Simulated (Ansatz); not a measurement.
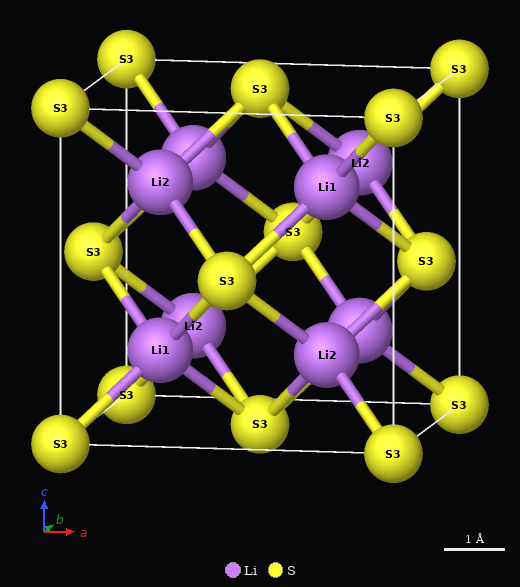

Reference structure: a symmetric starting cell of Li$_{2}$S. Style: ball-and-stick. Shown: the conventional cell (4 times the calculation's cell), slightly off an axis. Lengths and directions refer to the drawn axes.

Method: DFT PBE, scalar-relativistic, plane waves, PAW (Ansatz). (plane-wave cutoff 420 eV; k-point mesh 8 × 8 × 8; occupations gaussian; smearing width 0.02 eV; no spin polarisation)

The variant: All lengths are scaled by −2.7 % (volume −7.8 %), the atoms keeping their fractional coordinates. No relaxation follows. The starting cell wasn't computed here and needn't be at equilibrium, so pressure and forces aren't due to the change alone.

Input file:
```yaml
crystal:
  lattice:
    - [0.0, 2.77796944, 2.77796944]
    - [2.77796944, 0.0, 2.77796944]
    - [2.77796944, 2.77796944, 0.0]
  atoms:
    - { symbol: Li, position: [0.25, 0.25, 0.25] }
    - { symbol: Li, position: [0.75, 0.75, 0.75] }
    - { symbol: S, position: [0.0, 0.0, 0.0] }
basis:
  ecutwfc: 420
kpoints:
  mp_grid: { grid: [8, 8, 8] }
hamiltonian:
  xc: pbe
scf:
  occupations: { method: gaussian, width: 0.02 }
output:
  forces: true
  stress: true
  eigenvalues: true
  populations: true
```

Command:
```bash
ansatz run input.yaml --threads 1 --pin off --max-ram 1331MiB --backend cpu --events-out ev --progress --plain --runs-dir out
```

**What does the calculation give for the changed structure?**

The pressure is 3.8 GPa (not all of it need come from the change, since the unchanged cell can be under pressure at this level too). All forces vanish by symmetry. Near-neighbour distances before and after: Li–S 2.472 → 2.406 Å. The space group stays Fm-3m (No. 225).

The changed structure in the same view:

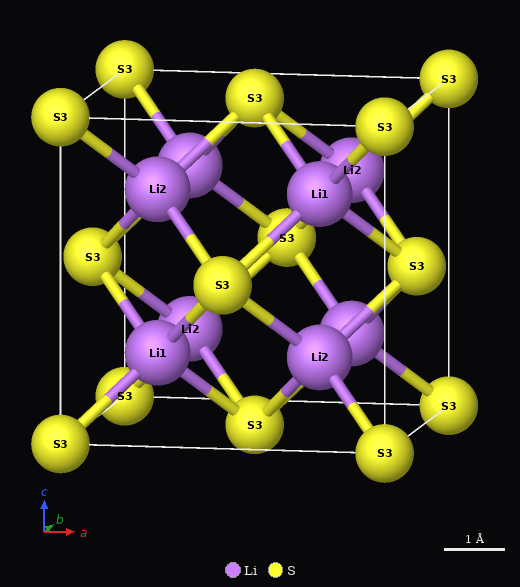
